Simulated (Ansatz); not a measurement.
# Two runs on TiSi2

System: TiSi2 (Fddd, 6 atoms in the cell).
Method of run 1: DFT r2SCAN, scalar-relativistic, plane waves, PAW, no spin polarisation (Ansatz 0.2.0).

The structure derives from an entry of the Crystallography Open Database. Text and figures count atoms from 1; the logs count them from 0 in places.

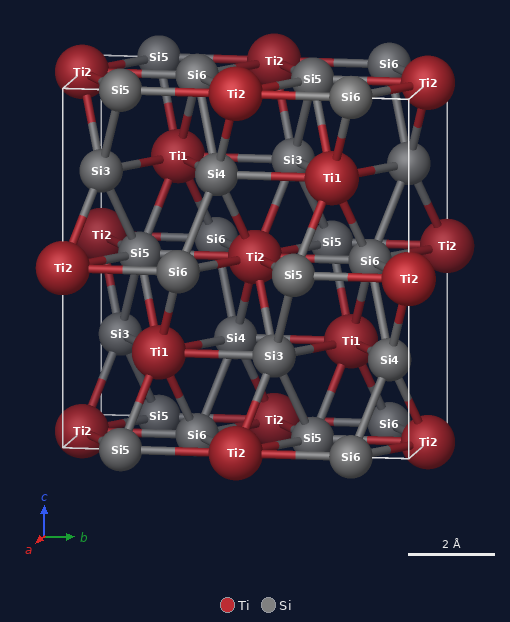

**Figure 1.** The input geometry (ball-and-stick view of the cell 4 times as large as that of the calculation, set on its symmetry axes, seen slightly off an axis; atoms are numbered from 1 in the order of the input). An atom can appear more than once, as a periodic image.

**Input, run 1**
```yaml
crystal:
  lattice:
    - [0.0, 4.118, 4.2615]
    - [2.3865, 0.0, 4.2615]
    - [2.3865, 4.118, 0.0]
  atoms:
    - { symbol: Ti, position: [0.75, 0.75, 0.75] }
    - { symbol: Ti, position: [0.5, 0.5, 0.5] }
    - { symbol: Si, position: [0.083, 0.417, 0.083] }
    - { symbol: Si, position: [0.417, 0.083, 0.417] }
    - { symbol: Si, position: [0.167, 0.833, 0.167] }
    - { symbol: Si, position: [0.833, 0.167, 0.833] }
basis:
  ecutwfc: 500
kpoints:
  mp_grid: { grid: [6, 6, 6] }
hamiltonian:
  xc: r2scan
scf:
  occupations: { method: gaussian, width: 0.1 }
output:
  forces: true
  stress: true
  eigenvalues: true
```

Launched with:
```bash
ansatz run input.yaml --threads 1 --pin off --max-ram 2560MiB --backend cpu --events-out ev --progress --plain --runs-dir out
```

Hardware: 1 thread of AMD EPYC (Zen 3), 189 GiB of memory available, shared host.

**Output, shortened to warnings, some set-up lines, iterations and results (run 1)**
```
Basis set: ecut = 500 eV, 2129 PW (Γ), exchange–correlation on 180×144×144 points (64 copies of the dense FFT grid, shifted against one another)
Symmetry: 8 space group operations
k-points: 46 of 216
Initial density: superposition of atomic densities (neutral atoms: chi_scale 0, normalization atom), corrected by the library's trained network
[...]
SCF iter   1: F=—  HF=-7568.079161 eV  |F-HF|=—  |Δ(HF+E_count)|=         —  Δρ=9.35e-3  dr2=6.15e-2  dr2_τ=5.08e-2  ethr=1.77e-3  ⟨swp⟩=6.1  Hψ=6000  notcnv=0
SCF iter   2: F=—  HF=-7568.196358 eV  |F-HF|=—  |Δ(HF+E_count)|=   1.17e-1  Δρ=4.07e-3  dr2=1.34e-2  dr2_τ=9.06e-4  ethr=1.54e-4  ⟨swp⟩=2.0  Hψ=2647  notcnv=0  defer=66
SCF iter   3: F=—  HF=-7568.196847 eV  |F-HF|=—  |Δ(HF+E_count)|=   4.89e-4  Δρ=2.44e-3  dr2=4.77e-3  dr2_τ=6.71e-5  ethr=3.34e-5  ⟨swp⟩=1.0  Hψ=1130  notcnv=0  defer=66
SCF iter   4: F=—  HF=-7568.196700 eV  |F-HF|=—  |Δ(HF+E_count)|=   1.47e-4  Δρ=2.08e-4  dr2=3.17e-5  dr2_τ=8.16e-7  ethr=1.19e-5  ⟨swp⟩=2.0  Hψ=1685  notcnv=0  defer=66
SCF iter   5: F=—  HF=-7568.196718 eV  |F-HF|=—  |Δ(HF+E_count)|=   1.82e-5  Δρ=3.67e-5  dr2=8.35e-7  dr2_τ=5.89e-8  ethr=7.91e-8  ⟨swp⟩=2.2  Hψ=1868  notcnv=0  defer=66
SCF iter   6: F=-7568.196719 eV  HF=-7568.196719 eV  |F-HF|=3.62e-9  |Δ(HF+E_count)|=   3.28e-7  Δρ=9.03e-6  dr2=6.34e-8  dr2_τ=1.20e-9  ethr=2.50e-10  ⟨swp⟩=8.9  Hψ=5437  …
SCF 1 converged in 6 iterations: F = -7568.196719 eV  dr2 = 6.34e-8
SCF converged after 6 iterations
Free energy (F): -7568.196719 eV
Harris-Foulkes:  -7568.196719 eV  (|F-HF|=3.62e-9)
Internal energy: -7568.187645 eV  (E = F + TS)
E sigma→0 (E₀):  -7568.192182 eV
Entropy (-TS):   -0.009074 eV (-1.512 meV/atom)
Fermi energy:    12.792597 eV
--- Per-component energies (eV) ---
  E_band       = -244.002359
  E_kinetic    = 720.603761
  E_local      = -2018.938508  (includes V_loc(G=0)·N_el)
  E_nonlocal   = 111.450577
  E_hartree    = 881.829260
  E_xc         = -399.428403
  E_vxc        = -476.801276  (∫ρ·V_xc dr)
  E_paw        = -4191.542597  (= ΣΔE_a)
  E_vpaw       = -370.970150  (= ΣTr[D̂ρ^β])
  E_aug_tail   = 0.000201  (compensation charges beyond the density's cutoff)
  E_vtau       = 26.999610  (kinetic-family band-sum trace: ∫τ·v_τ [+ j·A + Jᵃ·Aᵃ] dr)
  E_ewald      = -2671.349290
  E_core_change = -0.812646  (= ΣΔE_core)
  E_smearing   = -0.009074  (= −TS)
  E_closure    = 0.000000  (closes the sum)
  Σ components = -7568.196719   (vs F -7568.196719, Δ=0.00e0)
--- Forces (eV/Å), atoms counted from 1 ---
  atom   1  Ti     0.00000000     0.00000000     0.00000000
  atom   2  Ti     0.00000000     0.00000000     0.00000000
  atom   3  Si     0.00000000     0.19737180     0.00000000
  atom   4  Si     0.00000000    -0.19737180     0.00000000
  atom   5  Si     0.00000000    -0.19737180     0.00000000
  atom   6  Si     0.00000000     0.19737180     0.00000000
  max |Σ_I F_I| component: 2.78e-17 eV/Å
--- Stress (GPa, compression-positive) ---
        0.837277       0.000000       0.000000
        0.000000       0.522271       0.000000
        0.000000       0.000000      -1.489479
  P = ⅓ Tr σ = -0.0433 GPa (-0.433 kbar)
```

For run 2 the input was changed thus:
```diff
-    - [0.0, 4.118, 4.2615]
-    - [2.3865, 0.0, 4.2615]
-    - [2.3865, 4.118, 0.0]
+    - [0.0, 4.1159871625, 4.2581108936]
+    - [2.3903428585, 0.0, 4.2581108936]
+    - [2.3903428585, 4.1159871625, 0.0]
-    - { symbol: Si, position: [0.083, 0.417, 0.083] }
-    - { symbol: Si, position: [0.417, 0.083, 0.417] }
-    - { symbol: Si, position: [0.167, 0.833, 0.167] }
-    - { symbol: Si, position: [0.833, 0.167, 0.833] }
+    - { symbol: Si, position: [0.0873300277, 0.4126699723, 0.0873300277] }
+    - { symbol: Si, position: [0.4126699723, 0.0873300277, 0.4126699723] }
+    - { symbol: Si, position: [0.1626699723, 0.8373300277, 0.1626699723] }
+    - { symbol: Si, position: [0.8373300277, 0.1626699723, 0.8373300277] }
-  mp_grid: { grid: [6, 6, 6] }
+  mp_grid: { grid: [10, 10, 10] }
```

How does run 2 compare with run 1?

With the same functional and potentials, run 2 lies 1.8 meV per atom higher (other lines of the input change too). The largest force goes from 0.197 to 0.000 eV/Å. The number of SCF iterations is the same. The irreducible k-points go from 46 to 171. On the same kind of shared host run 2 took about 3.6 times as long.

**Output, shortened to warnings, some set-up lines, iterations and results (run 2)**
```
Basis set: ecut = 500 eV, 2129 PW (Γ), exchange–correlation on 180×144×144 points (64 copies of the dense FFT grid, shifted against one another)
Symmetry: 8 space group operations
k-points: 171 of 1000
Initial density: superposition of atomic densities (neutral atoms: chi_scale 0, normalization atom), corrected by the library's trained network
[...]
SCF iter   1: F=—  HF=-7568.069476 eV  |F-HF|=—  |Δ(HF+E_count)|=         —  Δρ=9.29e-3  dr2=6.12e-2  dr2_τ=5.07e-2  ethr=1.77e-3  ⟨swp⟩=6.1  Hψ=22422  notcnv=0
SCF iter   2: F=—  HF=-7568.185697 eV  |F-HF|=—  |Δ(HF+E_count)|=   1.16e-1  Δρ=3.95e-3  dr2=1.27e-2  dr2_τ=9.25e-4  ethr=1.53e-4  ⟨swp⟩=2.0  Hψ=9828  notcnv=0  defer=240
SCF iter   3: F=—  HF=-7568.186244 eV  |F-HF|=—  |Δ(HF+E_count)|=   5.47e-4  Δρ=2.39e-3  dr2=4.52e-3  dr2_τ=6.76e-5  ethr=3.17e-5  ⟨swp⟩=1.0  Hψ=4206  notcnv=0  defer=240
SCF iter   4: F=—  HF=-7568.186139 eV  |F-HF|=—  |Δ(HF+E_count)|=   1.05e-4  Δρ=2.06e-4  dr2=3.11e-5  dr2_τ=7.96e-7  ethr=1.13e-5  ⟨swp⟩=2.0  Hψ=6261  notcnv=0  defer=240
SCF iter   5: F=—  HF=-7568.186157 eV  |F-HF|=—  |Δ(HF+E_count)|=   1.84e-5  Δρ=3.57e-5  dr2=7.13e-7  dr2_τ=5.08e-8  ethr=7.77e-8  ⟨swp⟩=2.2  Hψ=6849  notcnv=0  defer=240
SCF iter   6: F=-7568.186157 eV  HF=-7568.186157 eV  |F-HF|=4.59e-9  |Δ(HF+E_count)|=   3.40e-7  Δρ=7.92e-6  dr2=4.84e-8  dr2_τ=7.87e-10  ethr=2.50e-10  ⟨swp⟩=9.0  Hψ=20301  …
SCF 1 converged in 6 iterations: F = -7568.186157 eV  dr2 = 4.84e-8
SCF converged after 6 iterations
Free energy (F): -7568.186157 eV
Harris-Foulkes:  -7568.186157 eV  (|F-HF|=4.59e-9)
Internal energy: -7568.175933 eV  (E = F + TS)
E sigma→0 (E₀):  -7568.181045 eV
Entropy (-TS):   -0.010224 eV (-1.704 meV/atom)
Fermi energy:    12.689273 eV
--- Per-component energies (eV) ---
  E_band       = -244.517263
  E_kinetic    = 720.528072
  E_local      = -2014.251206  (includes V_loc(G=0)·N_el)
  E_nonlocal   = 111.470203
  E_hartree    = 879.197568
  E_xc         = -399.424020
  E_vxc        = -476.771129  (∫ρ·V_xc dr)
  E_paw        = -4191.500781  (= ΣΔE_a)
  E_vpaw       = -370.872858  (= ΣTr[D̂ρ^β])
  E_aug_tail   = 0.000202  (compensation charges beyond the density's cutoff)
  E_vtau       = 26.988048  (kinetic-family band-sum trace: ∫τ·v_τ [+ j·A + Jᵃ·Aᵃ] dr)
  E_ewald      = -2673.383324
  E_core_change = -0.812646  (= ΣΔE_core)
  E_smearing   = -0.010224  (= −TS)
  E_closure    = 0.000000  (closes the sum)
  Σ components = -7568.186157   (vs F -7568.186157, Δ=0.00e0)
--- Forces (eV/Å), atoms counted from 1 ---
  atom   1  Ti    -0.00000000     0.00000000     0.00000000
  atom   2  Ti     0.00000000     0.00000000     0.00000000
  atom   3  Si     0.00000000    -0.00015211     0.00000000
  atom   4  Si     0.00000000     0.00015211     0.00000000
  atom   5  Si     0.00000000     0.00015211     0.00000000
  atom   6  Si     0.00000000    -0.00015211     0.00000000
  max |Σ_I F_I| component: 0.00e0 eV/Å
--- Stress (GPa, compression-positive) ---
        0.007708       0.000000       0.000000
        0.000000       0.014055       0.000000
        0.000000       0.000000       0.005899
  P = ⅓ Tr σ = 0.0092 GPa (0.092 kbar)
```

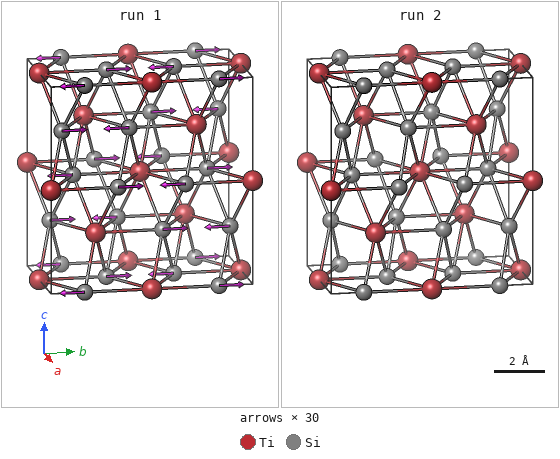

**Figure 2.** The two input geometries at one scale (ball-and-stick view of the cell 4 times as large as that of the calculation, set on its symmetry axes, seen slightly off an axis). The pink arrows on the first give the shifts of the atoms relative to the cell, magnified 30 times. The largest moves relative to the cell, 0.036 Å, are those of Si atoms. Ti stays in place. The drawn cell changes at constant volume: a 4.773 → 4.781 Å (+0.2 %), b 8.236 → 8.232 Å (0.0 %), c 8.523 → 8.516 Å (−0.1 %). Among the contacts that change: Si–Ti 2.743 → 2.777 Å, Si–Si 2.538 → 2.519 Å, Si–Ti 2.754 → 2.740 Å, Si–Ti 2.536 → 2.545 Å.

**The two runs side by side**

| quantity | run 1 | run 2 |
| --- | --- | --- |
| outcome | converged | converged |
| free energy per atom (eV) | −1261.3661 | −1261.3644 |
| energy per atom, smearing taken to zero (eV) | −1261.3654 | −1261.3635 |
| gap on the mesh (eV) | 0.00 | 0.00 |
| pressure (GPa) | −0.04 | 0.01 |
| largest force (eV/Å) | 0.197 | 0.000 |
| SCF iterations | 6 | 6 |
| irreducible k-points | 46 | 171 |
| plane waves at Γ | 2129 | 2129 |
| wall time (shared host) | 28 s | 100 s |
